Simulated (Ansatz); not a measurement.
# Zn₁₅S₁₆ (cell charge −2, with a compensating background) (cell with a defect): what the fields show

```
CELL_PARAMETERS angstrom
-5.44231 5.44231 -5.44231
5.44231 5.44231 5.44231
5.44231 -5.44231 -5.44231
ATOMIC_POSITIONS crystal
Zn 0.49041 0.75000 0.74782
Zn 0.99782 0.99041 0.00000
Zn 0.75000 0.25000 0.00000
Zn 0.25000 0.99041 0.74782
Zn 0.49041 0.49782 0.00000
Zn 0.00959 0.25741 0.75959
Zn 0.75000 0.75000 0.50000
Zn 0.50218 0.00218 0.49259
Zn 0.75741 0.50959 0.75959
Zn 0.99782 0.75000 0.24041
Zn 0.25000 0.25000 0.50000
Zn 0.00959 0.50959 0.50741
Zn 0.74259 0.00218 0.25218
Zn 0.50218 0.24259 0.25218
Zn 0.25000 0.49782 0.24041
S 0.25000 0.75000 0.75582
S 0.00027 0.99903 0.75027
S 0.49973 0.75000 0.49876
S 0.75124 0.25124 0.75097
S 0.25000 0.99973 0.49876
S 0.49903 0.50027 0.75027
S 0.00097 0.25124 0.50124
S 0.74876 0.75000 0.24973
S 0.49418 0.99418 0.24418
S 0.75124 0.50097 0.50124
S 0.00582 0.75000 0.00000
S 0.25000 0.24876 0.24973
S 0.00027 0.50027 0.24903
S 0.74876 0.99973 0.00000
S 0.49973 0.24876 0.00000
S 0.25000 0.50582 0.00000
```

Level of theory: DFT PBE, scalar-relativistic, plane waves, PAW in Ansatz 0.2.0.

In a PAW calculation such maps are meaningful between the atoms, not at the nuclei.

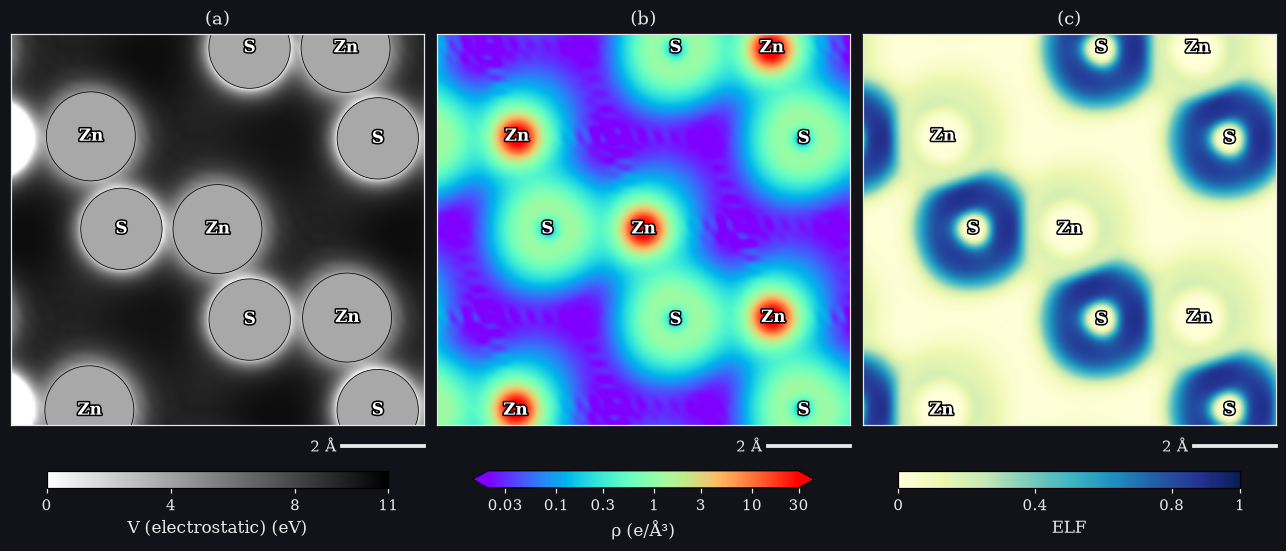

Figure 1. (a) electrostatic potential energy of an electron; (b) valence charge density (pseudo); (c) electron localisation function on the (100) plane of the calculation cell. Grey discs cover the atomic cores in the potential map.

Interpret the plot.

Answer. Atoms in the plane: Zn and S.
Zn–S (2.36 Å): ρ at the midpoint is about 0.49 e/Å³; the ELF peaks at about 0.90 in the valence shell of S, 0.9 Å from its nucleus, and is about 0.55 at the midpoint.
The density dies away to nearly zero in the voids.
Outside the cores the potential energy rises away from the atoms and is highest about 2.2 Å from the nearest atoms; its zero is arbitrary.

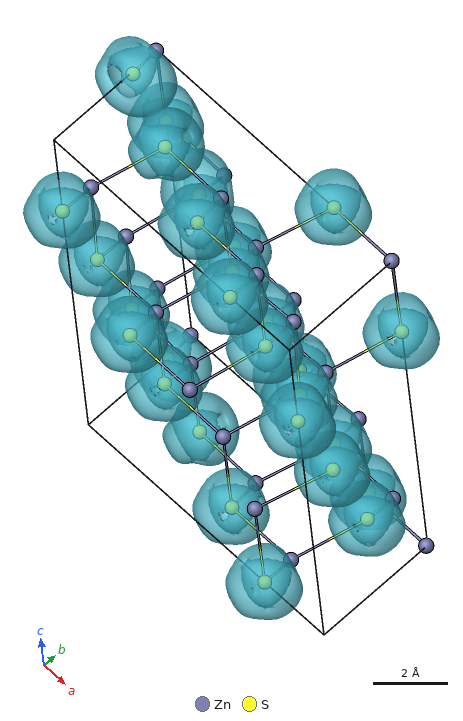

Figure 2. Isosurface of the ELF at 0.8 (cyan), seen slightly off an axis. Core shells and regions of very low density are left out. Sticks mark near contacts.

Where are the electrons localised?

Answer. At this value the surface marks out 16 regions wrapped around S (the valence shell of each), counted in one cell of 31 atoms. Regions shared between cells count once.


Zn–S (2.29 Å): the ELF peaks at about 0.90 in the valence shell of S, 0.8 Å from its nucleus, and is about 0.60 at the midpoint.

Does the calculation make it a metal, or give it a gap?

Answer. It is gapped, with a Kohn–Sham gap of 3.3 eV on the k-point mesh, an upper bound to the gap of this method.
